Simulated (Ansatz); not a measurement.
System: BaF2.

```xyz
12
Lattice="6.2448 0.0000 0.0000 0.0000 6.2448 0.0000 0.0000 0.0000 6.2448" Properties=species:S:1:pos:R:3 pbc="T T T"
Ba    0.0000    0.0000    0.0000
Ba    3.1224    3.1224    0.0000
Ba    3.1224    0.0000    3.1224
Ba    0.0000    3.1224    3.1224
F     1.5612    1.5612    1.5612
F     4.6836    4.6836    1.5612
F     4.6836    1.5612    4.6836
F     1.5612    4.6836    4.6836
F     4.6836    1.5612    1.5612
F     1.5612    4.6836    1.5612
F     1.5612    1.5612    4.6836
F     4.6836    4.6836    4.6836
```

Space group Fm-3m; a structure from a database of computed crystals, not necessarily the ambient phase.

These are results of DFT PBE, scalar-relativistic, plane waves, PAW in Ansatz, not measurements.

Predict the valence pseudo-density and electron localisation function between the atoms.

Ba–F (2.70 Å): ρ at the midpoint is about 0.23 e/Å³, with its minimum of 0.19 e/Å³ about 1.5 Å from Ba; the ELF is about 0.15 at the midpoint: a largely ionic contact.

Metal or insulator at this level of theory?

It is gapped, with a Kohn–Sham gap of 6.8 eV on the k-point mesh (the band edges may lie off the mesh, which would make the gap smaller).

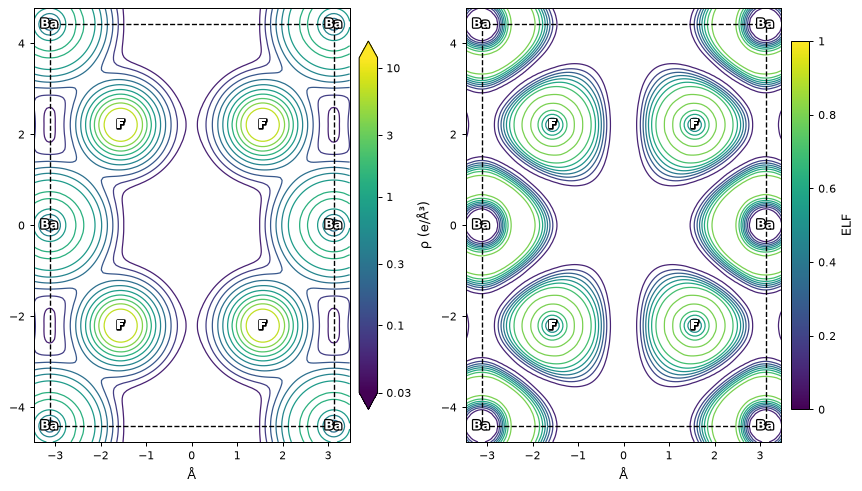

Computed valence pseudo-density and electron localisation function on the (011) plane of the conventional cell, in this order. 

The density is the valence pseudo-density of a PAW calculation; it isn't the true density close to the nuclei.
